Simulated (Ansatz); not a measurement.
**Run report: PbF2, band-structure calculation (part 1 of 2)**

PbF2 (slab, 9 atoms in the cell), computed with DFT PBE, spin-orbit coupling, plane waves, PAW (Ansatz 0.2.0).

It belongs to a series of runs on one base structure; here: bands of the relaxed slab with spin-orbit coupling. Figures and captions count atoms from 1; the log counts them from 0 in places.

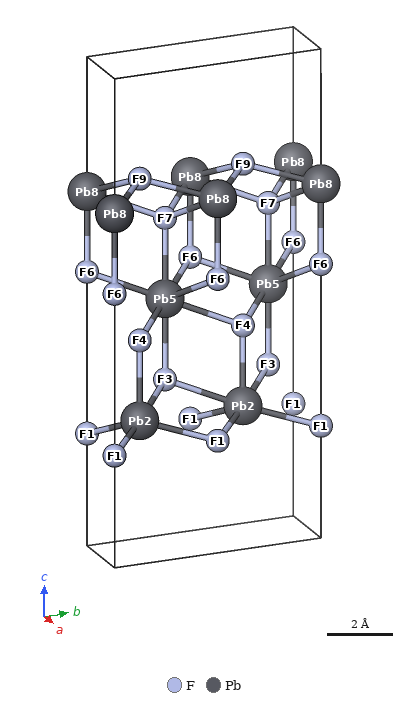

Figure 1. The structure (ball-and-stick view of the 1 × 2 repeat of the cell, with the vacuum cut short, seen slightly off an axis; atoms are numbered from 1 in the order of the input).

## The input
```yaml
crystal:
  lattice:
    - [4.2427419478, 0.0, 0.0]
    - [-2.1213709739, 3.6743223085, 0.0]
    - [0.0, 0.0, 23.6604607353]
  atoms:
    - { symbol: F, position: [0.0, 0.0, 0.3255334829] }
    - { symbol: Pb, position: [0.6666666667, 0.3333333333, 0.3553283577] }
    - { symbol: F, position: [0.3333333333, 0.6666666667, 0.3934808429] }
    - { symbol: F, position: [0.6666666667, 0.3333333333, 0.4611860948] }
    - { symbol: Pb, position: [0.3333333333, 0.6666666667, 0.5000000083] }
    - { symbol: F, position: [0.0, 0.0, 0.5388139135] }
    - { symbol: F, position: [0.3333333333, 0.6666666667, 0.6065191559] }
    - { symbol: Pb, position: [0.0, 0.0, 0.6446716427] }
    - { symbol: F, position: [0.6666666667, 0.3333333333, 0.6744665014] }
basis:
  ecutwfc: 420
kpoints:
  mp_grid: { grid: [9, 9, 1] }
  band_path:
    path:
      - [0.5, 0, 0]
      - [0, 0, 0]
      - [0.3333333333333, 0.3333333333333, 0]
      - [0.5, 0, 0]
    npoints: 12
hamiltonian:
  xc: pbe
scf:
  occupations: { method: gaussian, width: 0.05 }
  n_extra_bands: 48
output:
  forces: true
  eigenvalues: true
  populations: true
  fatbands: true
  write_density: true
  write_potential: true
  elf: true
  volumetric_format: npy
magnetization:
  noncollinear: true
  spin_orbit: true
efield:
  axis: 3
  dipole_correction: true
  ramp_width: 0.04
```

Run as:
```bash
ansatz run input.yaml --threads 2 --pin off --max-ram 5632MiB --backend cpu --events-out ev --progress --plain --runs-dir out
```

## Log
```
scf.n_extra_bands = 48 over 84 filled bands (N_el = 84.0): the run solves 132 bands
Engine: ansatz 0.2.0, aarch64-unknown-linux-gnu
Pseudopotentials: kind: paw_fr
Pseudopotential: F, paw_fr, valence charge 7, recommended cutoff 420 eV (normal), F.paw.azcp#standard-fr
Pseudopotential: Pb, paw_fr, valence charge 14, recommended cutoff 420 eV (normal), Pb.paw.azcp#standard-fr
Functional definition: PBE
  parameter kappa = 0.804
  parameter beta = 0.06672455060314922
  exchange = pbe_x(kappa = kappa, mu = beta*pi^2/3)
  correlation = pbe_c(beta = beta)
non-collinear run that drives no moment, with spin-orbit: no starting moment large enough to seed its density (crystal.atoms[].spin), no starting occupations that ask for one, no magnetisation constraint and no magnetic field, so the semilocal B_xc is pinned to zero
Crystal: 9 atoms, lattice volume = 368.848 Å³
Basis set: ecut = 420 eV, 7189 PW (Γ), exchange–correlation on 60×60×320 points (8 copies of the dense FFT grid, shifted against one another)
Bands: 132, of which v1, the nominal top of the filled ones, is band 84 counted from 1 (83 counted from 0)
Symmetry: 6 space group operations + 6 with time reversal
k-points: 12 of 81 (time reversal used)
Projection manifold: j_resolved (fully-relativistic pseudo-atomic orbitals)
Non-local potential: F, projectors of the file, l = 0: 2, l = 1: 4, l = 2: 2
Non-local potential: Pb, projectors of the file, l = 0: 2, l = 1: 4, l = 2: 4, l = 3: 4
PAW form: soft (Blöchl's): semilocal exchange-correlation on the pseudo side does not see the compensation charge
PAW one-centre angular grid: F, 110 points (default); XC on 64 Gauss nodes
PAW one-centre angular grid: Pb, 590 points (default); XC on 96 Gauss nodes
Initial density: superposition of atomic densities (neutral atoms: chi_scale 0, normalization atom)
Initial wavefunctions: pseudopotential atomic-orbital guess
Functional: x = pbe(κ = 0.804, μ = 0.2195149727645171), c = pbe(β = 0.06672455060314922)
SCF iter   1: F=—  HF=-40695.154165 eV  |F-HF|=—  |Δ(HF+E_count)|=         —  Δρ=7.36e-2  dr2=2.09e1  dr2_m=0.00e0 (ungated)  ethr=3.10e-3  |M|=0.00e0 ∫|m|=0.00e0 μB  |m|>n=0.0e0 m-floor=0.0e0 τ_xc=0.0e0  β_m=0.30  p=0.000 e·Å  D=3.37e-12 V/Å  ΔV_dip=-0.00 eV  dr2_dipole=3.78e-9  V_vac-E_F(+/−)=6.61/6.61 eV  ⟨swp⟩=6.5  Hψ=7498  notcnv=0  defer=390
efield: sawtooth ramp at fractional position 0.9800 (placed from the atoms, in the widest stretch of the axis that holds none; the zero of the levels goes with the place), width 0.0400; the density the first Hamiltonian is built on has a dipole p = 0.000 e·Å; the dipole correction subtracts the counter field D = 3.37e-12 V/Å, which shifts the + side's vacuum level by -0.00 eV against the − side's; the planar-averaged density in the ramp window peaks in size at 6.5e-7 e/Å³
preconditioner: auto → Resta (q_TF=auto, 2.132 Å⁻¹)  ε∞=1.8  [insulator: Δε(μ)=5.318 eV  Ē_g=19.973 eV  σ=0.050 eV  W_gap=1.00  n_scr=70 (ndim 8)  ℏωp=17.7 eV  f_vac=0.541  D(μ)=0.00/eV (n_scr^D=0)  ε∞_Penn≈1.8  vacuum switching on, ρ_ref=2.9e-2 e/Å³]
spin=Noncollinear: Resta preconditioning applied to the charge; magnetization (m_x, m_y, m_z) channels mix plain (no charge-response kernel on spin).
SCF iter   2: F=—  HF=-40689.393405 eV  |F-HF|=—  |Δ(HF+E_count)|=    5.76e0  Δρ=2.04e-2  dr2=2.28e0  dr2_m=0.00e0 (ungated)  ethr=3.10e-3  |M|=0.00e0 ∫|m|=0.00e0 μB  |m|>n=0.0e0 m-floor=0.0e0 τ_xc=0.0e0  β_m=0.35  p=0.000 e·Å  D=1.24e-5 V/Å  ΔV_dip=-0.00 eV  dr2_dipole=5.34e-9  V_vac-E_F(+/−)=5.60/5.60 eV  ⟨swp⟩=3.0  Hψ=2970  notcnv=0  defer=504
SCF iter   3: F=—  HF=-40688.829361 eV  |F-HF|=—  |Δ(HF+E_count)|=   5.64e-1  Δρ=1.42e-2  dr2=4.23e-1  dr2_m=0.00e0 (ungated)  ethr=2.71e-3  |M|=0.00e0 ∫|m|=0.00e0 μB  |m|>n=0.0e0 m-floor=0.0e0 τ_xc=0.0e0  β_m=0.61  p=-0.000 e·Å  D=-1.19e-5 V/Å  ΔV_dip=0.00 eV  dr2_dipole=1.14e-8  V_vac-E_F(+/−)=5.15/5.15 eV  ⟨swp⟩=2.0  Hψ=1911  notcnv=0  defer=504
SCF iter   4: F=—  HF=-40688.743439 eV  |F-HF|=—  |Δ(HF+E_count)|=   8.59e-2  Δρ=4.01e-3  dr2=5.33e-2  dr2_m=0.00e0 (ungated)  ethr=5.04e-4  |M|=0.00e0 ∫|m|=0.00e0 μB  |m|>n=0.0e0 m-floor=0.0e0 τ_xc=0.0e0  β_m=0.49  p=-0.000 e·Å  D=-8.73e-5 V/Å  ΔV_dip=0.00 eV  dr2_dipole=1.51e-7  V_vac-E_F(+/−)=4.83/4.83 eV  ⟨swp⟩=2.8  Hψ=2221  notcnv=0  defer=504
SCF iter   5: F=—  HF=-40688.733451 eV  |F-HF|=—  |Δ(HF+E_count)|=   9.99e-3  Δρ=1.03e-3  dr2=3.06e-3  dr2_m=0.00e0 (ungated)  ethr=6.34e-5  |M|=0.00e0 ∫|m|=0.00e0 μB  |m|>n=0.0e0 m-floor=0.0e0 τ_xc=0.0e0  β_m=0.64  p=-0.000 e·Å  D=-2.29e-5 V/Å  ΔV_dip=0.00 eV  dr2_dipole=8.63e-9  V_vac-E_F(+/−)=4.84/4.84 eV  ⟨swp⟩=2.1  Hψ=2024  notcnv=0  defer=504
SCF iter   6: F=—  HF=-40688.734929 eV  |F-HF|=—  |Δ(HF+E_count)|=   1.48e-3  Δρ=4.35e-4  dr2=7.11e-4  dr2_m=0.00e0 (ungated)  ethr=3.65e-6  |M|=0.00e0 ∫|m|=0.00e0 μB  |m|>n=0.0e0 m-floor=0.0e0 τ_xc=0.0e0  β_m=0.74  p=0.000 e·Å  D=2.97e-5 V/Å  ΔV_dip=-0.00 eV  dr2_dipole=1.67e-8  V_vac-E_F(+/−)=4.78/4.78 eV  ⟨swp⟩=2.0  Hψ=2260  notcnv=0  defer=504
SCF iter   7: F=—  HF=-40688.734823 eV  |F-HF|=—  |Δ(HF+E_count)|=   1.06e-4  Δρ=3.19e-4  dr2=2.92e-4  dr2_m=0.00e0 (ungated)  ethr=8.46e-7  |M|=0.00e0 ∫|m|=0.00e0 μB  |m|>n=0.0e0 m-floor=0.0e0 τ_xc=0.0e0  β_m=0.57  p=-0.000 e·Å  D=-3.76e-5 V/Å  ΔV_dip=0.00 eV  dr2_dipole=2.92e-8  V_vac-E_F(+/−)=4.79/4.79 eV  ⟨swp⟩=2.0  Hψ=2040  notcnv=0  defer=504
SCF iter   8: F=—  HF=-40688.734762 eV  |F-HF|=—  |Δ(HF+E_count)|=   6.05e-5  Δρ=4.34e-5  dr2=7.34e-6  dr2_m=0.00e0 (ungated)  ethr=3.48e-7  |M|=0.00e0 ∫|m|=0.00e0 μB  |m|>n=0.0e0 m-floor=0.0e0 τ_xc=0.0e0  β_m=0.56  p=-0.000 e·Å  D=-4.42e-6 V/Å  ΔV_dip=0.00 eV  dr2_dipole=3.35e-10  V_vac-E_F(+/−)=4.79/4.79 eV  ⟨swp⟩=2.0  Hψ=1652  notcnv=0  defer=504
SCF iter   9: F=—  HF=-40688.734416 eV  |F-HF|=—  |Δ(HF+E_count)|=   3.46e-4  Δρ=1.36e-5  dr2=5.42e-7  dr2_m=0.00e0 (ungated)  ethr=8.74e-9  |M|=0.00e0 ∫|m|=0.00e0 μB  |m|>n=0.0e0 m-floor=0.0e0 τ_xc=0.0e0  β_m=0.61  p=0.000 e·Å  D=5.12e-7 V/Å  ΔV_dip=-0.00 eV  dr2_dipole=2.34e-12  V_vac-E_F(+/−)=4.79/4.79 eV  ⟨swp⟩=2.0  Hψ=1992  notcnv=0  defer=504
SCF iter  10: F=-40688.734417 eV  HF=-40688.734417 eV  |F-HF|=3.94e-8  |Δ(HF+E_count)|=   2.46e-7  Δρ=5.50e-6  dr2=8.80e-8  dr2_m=0.00e0 (ungated)  ethr=1.19e-10  |M|=0.00e0 ∫|m|=0.00e0 μB  |m|>n=0.0e0 m-floor=0.0e0 τ_xc=0.0e0  p=-0.000 e·Å  D=-1.88e-7 V/Å  ΔV_dip=0.00 eV  dr2_dipole=2.06e-13  V_vac-E_F(+/−)=4.79/4.79 eV  ⟨swp⟩=25.8  Hψ=18052  notcnv=0
SCF 1 converged in 10 iterations: F = -40688.734417 eV  dr2 = 8.80e-8
  greatest PAW one-centre occupation: 0.983 electrons in one spin orbital (limit 2), on the Pb atom at site 4 (counted from 0), in its partial waves of l = 2
```

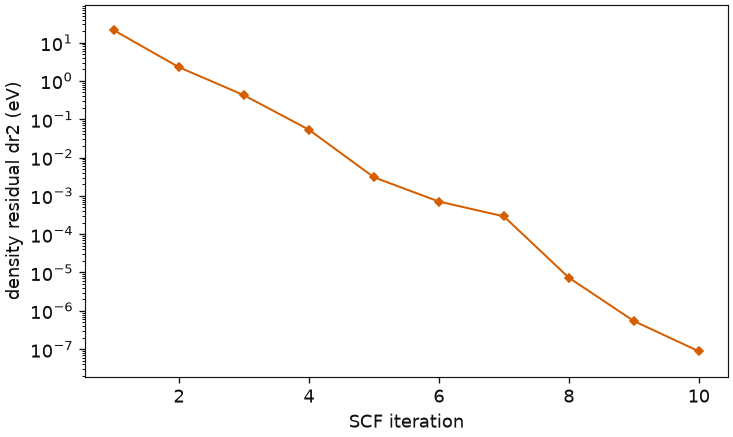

Figure 2. Convergence of the self-consistent field: density residual dr2 against the SCF iteration. The residual falls at every step.

```
NSCF: frozen V_eff on 37 k-points
efield: sawtooth ramp at fractional position 0.9800 (kept from the solve that this one continues, or follows in the run), width 0.0400; the density the first Hamiltonian is built on has a dipole p = -0.000 e·Å; the dipole correction subtracts the counter field D = -1.88e-7 V/Å, which shifts the + side's vacuum level by +0.00 eV against the − side's; the planar-averaged density in the ramp window peaks in size at 3.5e-7 e/Å³
WARN: The output density's exchange-correlation potential varies sharply where the density is thin. Do not read a vacuum level from v_tot or v_xc, or from such a field of the output density. On a cell that repeats whose density bears no net charge and no dipole along the vacuum's axis use v_es (v_loc + v_h of the components); under efield.dipole_correction with no amplitude use v_es + v_field, which holds any external_charges[].barrier, or the levels of the report's work_function block, which leave it out; under a non-zero efield.amplitude the vacuum is tilted and has no level; on a cell that repeats and bears such a dipole with no correction it is tilted too, and efield.dipole_correction with no amplitude gives each side of its ramp a level where efield: is served; in a cell that repeats whose density bears a net charge (total_charge, or a fill off its count) it is curved and has none; of a slab under crystal.periodic whose density bears no net charge use v_es, which has a level on each side, short of where the two are joined; of another it falls or rises all the way out and has none; of a slab beside external_charges read slab_vacuum_level instead, which it has where they leave it neutral. The grid or the basis barely resolves most such structure, and the values can differ between equally converged runs; as a rule a tighter scf.convergence.dr2_threshold does not remove it. Where the density itself ripples (under the LDA too) a higher basis.ecutwfc lessens it. The files hold the spikes' plane waves up to the density's cutoff. Files: v_tot_of_output_density and the like, and their columns of v_z.tsv (output.write_potential); v_xc_of_output_density and the like, and their columns of v_comp_z.tsv (output.write_potential_components). Measured: with its Gaussian average of σ = 0.25 Å subtracted twice, the exchange-correlation potential is over 0.1 eV at 54 of the grid points where the equally averaged density (valence and model cores) is under 1e-3 e/Å³, and 0.154 eV at the most among them, at an averaged density of 3.2e-7 e/Å³. The input density's (outcome.potential() and, of a run that writes arrays, v_tot and v_xc) is over 0.1 eV, so measured, at 82 points of its own thin density, 0.182 eV at the most. See output.write_potential in the manual, Limitations
SCF converged after 10 iterations
Magnetization: |M| = 0.0000 μB,  M = (+0.0000, +0.0000, +0.0000) μB
Absolute magnetization: 0.0000 μB (∫|m|)
  site 0: m = (+0.0000, +0.0000, +0.0000) μB, |m| = 0.0000 μB  (R = 1.05 Å)
  site 1: m = (+0.0000, +0.0000, +0.0000) μB, |m| = 0.0000 μB  (R = 1.03 Å)
  site 2: m = (+0.0000, +0.0000, +0.0000) μB, |m| = 0.0000 μB  (R = 1.04 Å)
  site 3: m = (+0.0000, +0.0000, +0.0000) μB, |m| = 0.0000 μB  (R = 1.03 Å)
  site 4: m = (+0.0000, +0.0000, +0.0000) μB, |m| = 0.0000 μB  (R = 1.04 Å)
  site 5: m = (+0.0000, +0.0000, +0.0000) μB, |m| = 0.0000 μB  (R = 1.03 Å)
  site 6: m = (+0.0000, +0.0000, +0.0000) μB, |m| = 0.0000 μB  (R = 1.04 Å)
  site 7: m = (+0.0000, +0.0000, +0.0000) μB, |m| = 0.0000 μB  (R = 1.03 Å)
  site 8: m = (+0.0000, +0.0000, +0.0000) μB, |m| = 0.0000 μB  (R = 1.05 Å)
Free energy (F): -40688.734417 eV
Harris-Foulkes:  -40688.734417 eV  (|F-HF|=3.94e-8)
Internal energy: -40688.734417 eV  (E = F + TS)
E sigma→0 (E₀):  -40688.734417 eV
Fermi energy:    0.193153 eV
Dipole field:    D = 0.000000 V/Å  (p = 0.000001 e·Å, saw-weighted, corrected)
Work function:   Φ+ = 4.7886 eV   Φ− = 4.7886 eV
Levels:          The Fermi level and band energies are counted from a zero that moves with the ramp; work functions are not
--- Per-component energies (eV) ---
  E_band       = -937.098906
  E_kinetic    = 2091.807882
  E_local      = -61811.608970  (includes V_loc(G=0)·N_el)
  E_nonlocal   = 1492.115360
  E_hartree    = 29839.785995
  E_xc         = -1143.147257
  E_vxc        = -1012.305301  (∫ρ·V_xc dr)
  E_paw        = -32523.597402  (= ΣΔE_a)
  E_vpaw       = -1376.704469  (= ΣTr[D̂ρ^β])
  E_aug_tail   = 0.012422  (compensation charges beyond the density's cutoff)
  E_efield     = 0.000000  (sawtooth field / dipole correction)
  E_vefield    = -0.000000  (∫n·V_field dr)
  E_ewald      = 21365.897554
  E_smearing   = -0.000000  (= −TS)
  E_closure    = 0.000000  (closes the sum)
  Σ components = -40688.734417   (vs F -40688.734417, Δ=0.00e0)
--- Forces (eV/Å), atoms counted from 1 ---
  atom   1  F      0.00000000    -0.00000000     0.01168555
  atom   2  Pb     0.00000000     0.00000000    -0.01495532
  atom   3  F     -0.00000000     0.00000000     0.02436808
  atom   4  F      0.00000000    -0.00000000     0.00569693
  atom   5  Pb     0.00000000    -0.00000000     0.00001925
  atom   6  F      0.00000000     0.00000000    -0.00570416
  atom   7  F      0.00000000    -0.00000000    -0.02437088
  atom   8  Pb     0.00000000    -0.00000000     0.01494187
  atom   9  F      0.00000000     0.00000000    -0.01168139
  max |Σ_I F_I| component: 6.99e-8 eV/Å
--- Band table (eV; the first three rows and the last of 12) ---
```
